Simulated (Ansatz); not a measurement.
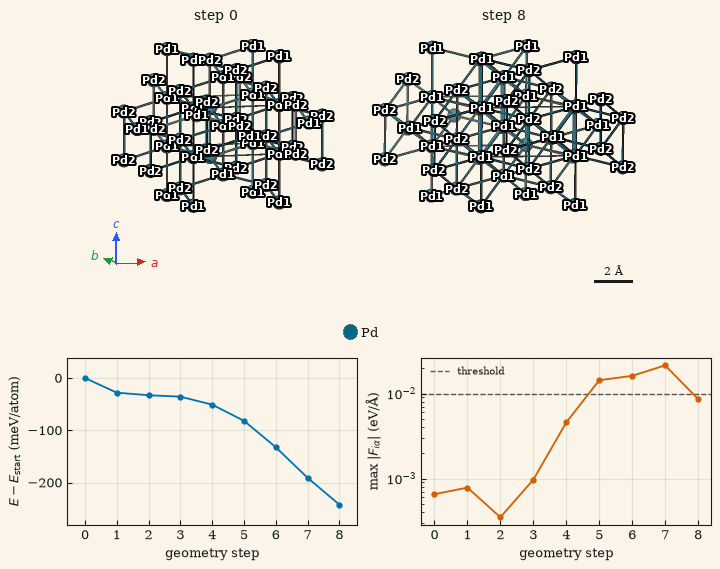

First and last geometry of a relaxation of solid Pd (a generated structure, set up in I4_1/amd), with the history of the run. A ball-and-stick model of the conventional cell (2 times the calculation's cell), seen slightly off an axis. Lengths and directions refer to the drawn axes.

Phase: beta-Sn type.

Computed with DFT, r2SCAN, plane waves (500 eV) with PAW, scalar-relativistic in Ansatz 0.2.0. Settings: plane-wave cutoff 500 eV; k-point mesh 13 × 13 × 9; occupations fermi dirac; smearing width 0.05 eV; collinear spin; cell and atoms relaxed; force threshold 0.01 eV/Å; at most 60 steps.

### What do the curves and the structures tell?

The run was cut off at its time limit before the relaxation converged, so the last structure is only a point on the way. The largest moves relative to the cell, 0.007 Å, are those of Pd1 and Pd2. Pd2 goes along [1 −1 0]. The volume changes by −2.6 %, with a = b 4.837 → 5.080 Å (+5.0 %), c 2.641 → 2.670 Å (+1.1 %), α 90.0° → 89.1°, β 90.0° → 89.1°, γ 90.0° → 119.0°. Among the contacts that change: Pd1–Pd1 3.666 → 2.864 Å, Pd1–Pd1 (another image) 3.666 → 2.941 Å, Pd1–Pd2 2.507 → 2.626 Å, Pd1–Pd1 (another image) 2.641 → 2.670 Å. Among the angles between lasting bonds that change: Pd2–Pd1–Pd2 94.0° → 66.1°, Pd2–Pd1–Pd2 94.0° → 121.2°, Pd2–Pd1–Pd2 94.0° → 68.1°. The space group (tolerance 0.01 Å) goes from I4_1/amd (No. 141) to C2/c (No. 15). After 8 geometry steps the energy has fallen by 242 meV per atom. The largest force component goes from 0.00065 to 0.0086 eV/Å. The pressure goes from 11.18 to 2.18 GPa. The program noted that the starting moments weren't kept.

| step | E − E(0), meV/atom | largest force component, eV/Å | pressure, GPa | volume, Å³/atom |
| --- | --- | --- | --- | --- |
| 0 | 0.00 | 0.0007 | 11.18 | 15.450 |
| 1 | -28.01 | 0.0008 | -3.33 | 16.820 |
| 2 | -32.95 | 0.0004 | -0.50 | 16.485 |
| 3 | -35.64 | 0.0010 | 0.79 | 16.329 |
| 4 | -50.92 | 0.0046 | 0.18 | 16.284 |
| 5 | -81.79 | 0.0143 | -0.59 | 16.170 |
| 6 | -132.28 | 0.0161 | -0.57 | 15.890 |
| 7 | -190.76 | 0.0215 | 0.70 | 15.463 |
| 8 | -242.03 | 0.0086 | 2.18 | 15.051 |
